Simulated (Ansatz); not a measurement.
# Si96C95 (charge +2): single-point calculation (part 2 of 3)

The same run, continued: Si96C95 (defect cell, 191 atoms in the cell, total charge +2); DFT, HSE06, PAW, plane waves (Ansatz 0.2.0); cutoff 420 eV, 1×1×1 k-mesh, Fermi–Dirac smearing of 0.01 eV. 

**Output, continued**
```
  atom 101  C     -0.00155429     0.00505953     0.00987257
  atom 102  C     -0.00258312     0.02417078     0.01246741
  atom 103  C      0.00926696     0.00845793     0.00954001
  atom 104  C      0.00639835    -0.01877665     0.00646986
  atom 105  C     -0.00831702    -0.01701404     0.01009185
  atom 106  C     -0.01127891     0.00555924     0.00905821
  atom 107  C     -0.01146975     0.02573968     0.01058544
  atom 108  C     -0.00789671     0.05827425     0.05752010
  atom 109  C      0.04400291    -0.03971396     0.05837892
  atom 110  C      0.01362683    -0.02332315     0.00899168
  atom 111  C      0.00157606    -0.00903775     0.00921383
  atom 112  C     -0.01027481     0.01254578     0.00877432
  atom 113  C     -0.03064920     0.01232922     0.00724729
  atom 114  C     -0.06368208    -0.04047696     0.05997358
  atom 115  C     -0.00049250    -0.03091883     0.01330594
  atom 116  C      0.00455533    -0.01210908     0.01118366
  atom 117  C     -0.02795504    -0.01546393     0.01087604
  atom 118  C     -0.02197220    -0.01990767     0.01528702
  atom 119  C     -0.00685253    -0.01291094     0.01413997
  atom 120  C     -0.01146159    -0.00687633     0.01046736
  atom 121  C     -0.00137939     0.00647410     0.01120299
  atom 122  C      0.00557290     0.00808957     0.00903938
  atom 123  C      0.00357048     0.01698588     0.00838702
  atom 124  C     -0.00373722     0.00385302     0.00229802
  atom 125  C      0.00035596     0.00420331     0.00815935
  atom 126  C      0.01058612     0.01703730     0.00067539
  atom 127  C      0.01514900     0.00805575    -0.00141583
  atom 128  C      0.00868325    -0.00980133    -0.00892571
  atom 129  C     -0.00094061    -0.01784004     0.00282904
  atom 130  C     -0.00921084     0.00537450     0.01312524
  atom 131  C     -0.01232189     0.01973076    -0.00307115
  atom 132  C     -0.00264741     0.03341737    -0.05676626
  atom 133  C      0.03190783    -0.03061285    -0.05945510
  atom 134  C      0.00978296    -0.02805279    -0.00817469
  atom 135  C      0.00491659    -0.01118959     0.00499186
  atom 136  C     -0.00670242     0.01469759     0.00635882
  atom 137  C     -0.02300180     0.01110222    -0.00405317
  atom 138  C     -0.02714624    -0.02097202    -0.05365970
  atom 139  C      0.00131398    -0.03070126    -0.00313090
  atom 140  C      0.00685976    -0.01318489     0.00551370
  atom 141  C     -0.01446102    -0.00756860    -0.00236980
  atom 142  C     -0.00867521    -0.01904649     0.00244778
  atom 143  C     -0.00646219    -0.01407782     0.01079279
  atom 144  C     -0.00374128    -0.00838867     0.01248130
  atom 145  C     -0.00716578     0.01703818     0.00934531
  atom 146  C      0.00757754     0.02306647     0.01201323
  atom 147  C      0.00736468     0.01506455     0.00857230
  atom 148  C     -0.01031404     0.00309072     0.00886410
  atom 149  C     -0.00564791     0.02036289     0.01468896
  atom 150  C      0.04523811     0.06721742     0.02489408
  atom 151  C      0.07801886    -0.00698753     0.01635377
  atom 152  C      0.01178006    -0.02666015     0.00859586
  atom 153  C     -0.00646541    -0.02107722     0.01124266
  atom 154  C     -0.02026039     0.01665081     0.01483107
  atom 155  C     -0.05330273     0.07407094     0.01777214
  atom 156  C      0.04394145    -0.09208349     0.01896165
  atom 157  C      0.00811243    -0.02323165     0.00988850
  atom 158  C     -0.00531516     0.00236670     0.00857086
  atom 159  C     -0.02285911     0.01959516     0.00589012
  atom 160  C     -0.09859783     0.00741685     0.02230429
  atom 161  C     -0.03543334    -0.08798898     0.02637002
  atom 162  C      0.00301901    -0.03004986     0.01312888
  atom 163  C      0.00676469    -0.00050236     0.01086145
  atom 164  C     -0.01796321    -0.01833214     0.01355181
  atom 165  C     -0.00695195    -0.02171964     0.01778135
  atom 166  C     -0.01108066    -0.00038709     0.01662296
  atom 167  C     -0.00989358    -0.00394066     0.01648465
  atom 168  C      0.00382450     0.01310545     0.01044750
  atom 169  C     -0.00521995     0.00928669     0.00813675
  atom 170  C      0.00188411     0.01274239     0.00376262
  atom 171  C      0.00091919     0.01615059     0.00283292
  atom 172  C      0.00096403    -0.00429429    -0.00075849
  atom 173  C     -0.00579643    -0.02003072    -0.00296287
  atom 174  C     -0.00497278     0.01399009     0.00403110
  atom 175  C     -0.00572629     0.02528208    -0.00206756
  atom 176  C      0.00449160    -0.00014205     0.00726749
  atom 177  C      0.01495923    -0.02460862    -0.00504501
  atom 178  C      0.00673184    -0.01341314     0.00170363
  atom 179  C      0.00385405     0.00023086     0.00879191
  atom 180  C     -0.00284968     0.00782470     0.01028366
  atom 181  C     -0.01268184     0.01327505     0.00175144
  atom 182  C     -0.02617000     0.00258852     0.00443079
  atom 183  C     -0.00577210    -0.02682516     0.00364366
  atom 184  C      0.00582593    -0.02121546    -0.00027665
  atom 185  C      0.00793206    -0.00201477     0.00834573
  atom 186  C     -0.01755823    -0.00314035    -0.00164306
  atom 187  C     -0.02206798    -0.01623156    -0.00363602
  atom 188  C     -0.00941345    -0.01962582     0.00371655
  atom 189  C      0.00056269    -0.00572782     0.00722770
  atom 190  C     -0.01039379    -0.01058681     0.00544467
  atom 191  C     -0.00731239    -0.00455280     0.00885382
  max |Σ_I F_I| component: 7.26e-5 eV/Å
--- Charged-cell corrections in eV (Makov–Payne, q = +2.000 e, ε = 9.700) ---
  F (periodic)     = -84994.162493  (uncorrected; the corrections below are reported, never added to it)
  E_corr1          = +0.631584  (monopole, q²α_M/2εL)
  F Makov-Payne    = -84993.530909  (F + E_corr1; no measured alignment; for a localised charge, not one spread in a band: unchecked)
--- Band table (eV) ---
  k-point 0: bands = ["-7.9906", "-7.6851", "-7.5558", "-7.3446", "-7.2514", "-7.1805", "-7.0319", "-6.9138", "-6.7653", "-6.6950", ... 362 levels left out ..., "8.2716", "8.3141", "8.3774", "8.4245", "8.4843", "8.5140", "8.5316", "8.6954", "8.8052", "11.3306", "11.5870", "11.6390", "12.4395", "12.5533", "12.6111", "12.6828", "12.7878", "12.8732", "13.0050", "13.1208", "13.1441", "13.1805", "13.2184", "13.3345", "13.3771", "13.3868", "13.4183", "13.4578", "13.5030",
      "13.5358", "13.5882", "13.6331", "13.6625", "13.6824", "13.7097", "13.7466", "13.8058", "13.8217", "13.8953", "13.9182", "13.9667", "13.9962", "14.1588", "14.2641", "14.3833", "14.4097", "14.4408", "14.4900", "14.5059", "14.6144", "14.6305", "14.6697", "14.7046", "14.7138", "14.7790", "14.8216", "14.8399", "14.8813", "14.8885", "14.9213", "14.9306", "14.9545", "14.9744", "14.9903", "15.0182", "15.0864", "15.1185", "15.1259", "15.1394",
      "15.1688", "15.2092", "15.2424", "15.3052", "15.3698", "15.4143", "15.4423", "15.4969", "15.5249", "15.5492", "15.5787", "15.6146", "15.6383", "15.6624", "15.6703", "15.7101", "15.7394", "15.7532", "15.7874", "15.8065", "15.8227", "15.8758", "15.8854", "15.8960", "15.9218", "15.9414", "15.9570", "15.9989", "16.0967", "16.1798", "16.2043", "16.2255", "16.2460", "16.2489", "16.2684", "16.2771", "16.2889", "16.3011", "16.3242", "16.3495",
      "16.3676", "16.3897", "16.4216", "16.4434", "16.4621", "16.4699", "16.4893", "16.4988", "16.5166", "16.5720", "16.6193", "16.6314", "16.6410", "16.6608", "16.6876", "16.7228", "16.7600", "16.7739", "16.8307", "16.8691", "16.9257", "16.9538", "16.9978", "17.0493", "17.0618", "17.0760", "17.1023", "17.1225", "17.1262", "17.1477", "17.1629", "17.1859", "17.2025", "17.2247", "17.2459", "17.2597", "17.2739", "17.2931", "17.3073", "17.3179",
      "17.3364", "17.3429", "17.3610", "17.3767", "17.4082", "17.4364", "17.4511", "17.4724", "17.4924", "17.5441", "17.5591", "17.5953", "17.6215", "17.6740", "17.7110", "17.7223", "17.7376", "17.7691", "17.7751", "17.7956", "17.8086", "17.8222", "17.8262", "17.8401", "17.8866", "17.9064", "17.9183", "17.9337", "17.9621", "17.9848", "18.0052", "18.0348", "18.0487", "18.0562", "18.0808", "18.0960", "18.1073", "18.1380", "18.1568", "18.1688",
      "18.1824", "18.1890", "18.2066", "18.2230", "18.2414", "18.2655", "18.2726", "18.2839", "18.3047", "18.3160", "18.3394"]
--- Löwdin populations: 191 sites ---
  site symbol       q [e]
     0     Si      2.8906
     1     Si      2.8906
     2     Si      2.8899
     3     Si      2.8896
     4     Si      2.8901
     5     Si      2.8919
     6     Si      2.8847
     7     Si      2.8924
     8     Si      2.8902
     9     Si      2.8909
    10     Si      2.8920
    11     Si      3.0437
    12     Si      3.0474
    13     Si      2.8919
    14     Si      2.8910
    15     Si      2.8898
    16     Si      2.8844
    17     Si      3.0505
    18     Si      2.8846
    19     Si      2.8898
    20     Si      2.8930
    21     Si      2.8921
    22     Si      2.8898
    23     Si      2.8914
    24     Si      2.9034
    25     Si      2.9035
    26     Si      2.9026
    27     Si      2.9035
    28     Si      2.9026
    29     Si      2.8949
    30     Si      2.8954
    31     Si      2.9028
    32     Si      2.9036
    33     Si      2.9033
    34     Si      2.8950
    35     Si      3.0478
    36     Si      2.8951
    37     Si      2.9036
    38     Si      2.9039
    39     Si      2.9026
    40     Si      2.8952
    41     Si      2.8951
    42     Si      2.9028
    43     Si      2.9034
    44     Si      2.9028
    45     Si      2.9035
    46     Si      2.9033
    47     Si      2.9037
    48     Si      2.9035
    49     Si      2.9035
    50     Si      2.9038
    51     Si      2.9028
    52     Si      2.9029
    53     Si      2.9041
    54     Si      2.9037
    55     Si      2.9051
    56     Si      2.8953
    57     Si      2.9051
    58     Si      2.9039
    59     Si      2.9039
    60     Si      2.9035
    61     Si      2.9029
    62     Si      2.8953
    63     Si      2.8957
    64     Si      2.9031
    65     Si      2.9038
    66     Si      2.9029
    67     Si      2.9058
    68     Si      2.9030
    69     Si      2.9038
    70     Si      2.9039
    71     Si      2.9037
    72     Si      2.8901
    73     Si      2.8901
    74     Si      2.8898
    75     Si      2.8896
    76     Si      2.8899
    77     Si      2.8899
    78     Si      2.8897
    79     Si      2.8905
    80     Si      2.8900
    81     Si      2.8900
    82     Si      2.8900
    83     Si      2.8915
    84     Si      2.8916
    85     Si      2.8903
    86     Si      2.8903
    87     Si      2.8898
    88     Si      2.8897
    89     Si      2.8917
    90     Si      2.8897
    91     Si      2.8899
    92     Si      2.8901
    93     Si      2.8902
    94     Si      2.8898
    95     Si      2.8901
    96      C      5.0034
    97      C      5.0034
    98      C      5.0040
    99      C      5.0043
   100      C      5.0037
   101      C      5.0043
   102      C      5.0055
   103      C      5.0040
   104      C      5.0032
   105      C      5.0035
   106      C      5.0043
   107      C      4.9864
   108      C      4.9861
   109      C      5.0040
   110      C      5.0032
   111      C      5.0040
   112      C      5.0055
   113      C      4.9860
   114      C      5.0053
   115      C      5.0038
   116      C      5.0038
   117      C      5.0041
   118      C      5.0039
   119      C      5.0033
   120      C      5.0034
   121      C      5.0034
   122      C      5.0040
   123      C      5.0044
   124      C      5.0037
   125      C      5.0042
   126      C      5.0069
   127      C      5.0039
   128      C      5.0036
   129      C      5.0034
   130      C      5.0042
   131      C      4.9890
   132      C      4.9885
   133      C      5.0039
   134      C      5.0031
   135      C      5.0040
   136      C      5.0069
   137      C      4.9882
   138      C      5.0067
   139      C      5.0038
   140      C      5.0036
   141      C      5.0040
   142      C      5.0039
   143      C      5.0031
   144      C      5.0136
   145      C      5.0097
   146      C      5.0149
   147      C      5.0057
   148      C      5.0150
   149      C      4.9953
   150      C      4.9946
   151      C      5.0146
   152      C      5.0134
   153      C      5.0096
   154      C      4.9956
   155      C      4.9955
   156      C      5.0096
   157      C      5.0120
   158      C      5.0148
   159      C      4.9945
   160      C      4.9950
   161      C      5.0150
   162      C      5.0141
   163      C      5.0149
   164      C      5.0097
   165      C      5.0141
   166      C      5.0118
   167      C      5.0144
   168      C      5.0149
   169      C      5.0141
   170      C      5.0152
   171      C      5.0152
   172      C      5.0136
   173      C      5.0142
   174      C      5.0059
   175      C      5.0152
   176      C      5.0054
   177      C      5.0137
   178      C      5.0138
   179      C      5.0144
   180      C      5.0152
   181      C      5.0153
   182      C      5.0149
   183      C      5.0148
   184      C      5.0140
   185      C      5.0151
   186      C      5.0053
   187      C      5.0149
   188      C      5.0144
   189      C      5.0138
   190      C      5.0142
  spilling = 0.010188 (of n_electrons = 762.000000)
```

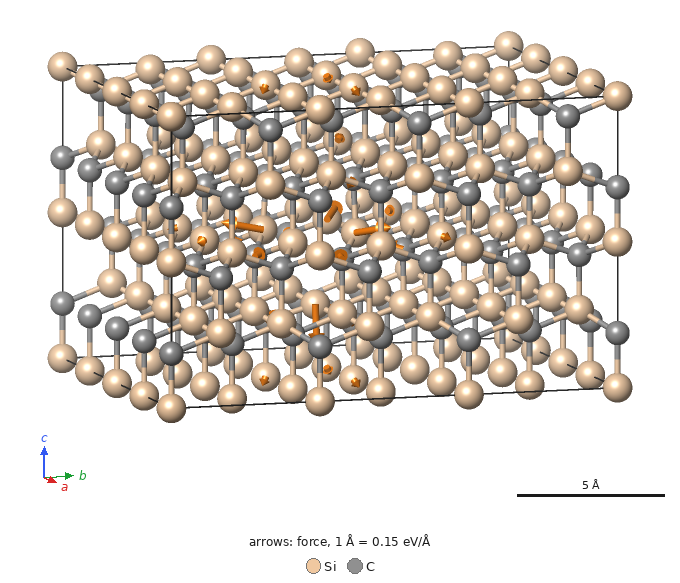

Fig. 1: Forces on the atoms as orange arrows (ball-and-stick view of the cell of the calculation, seen slightly off an axis); the smallest are left out. The largest act on Si18 (0.25 eV/Å); Si12, Si13 (0.23 eV/Å); Si36 (0.23 eV/Å); C156, C160, C161 (0.10 eV/Å), among others. Atoms are counted from 1 in the order of the input and aren't labelled in the picture. 

The run was set up as follows.
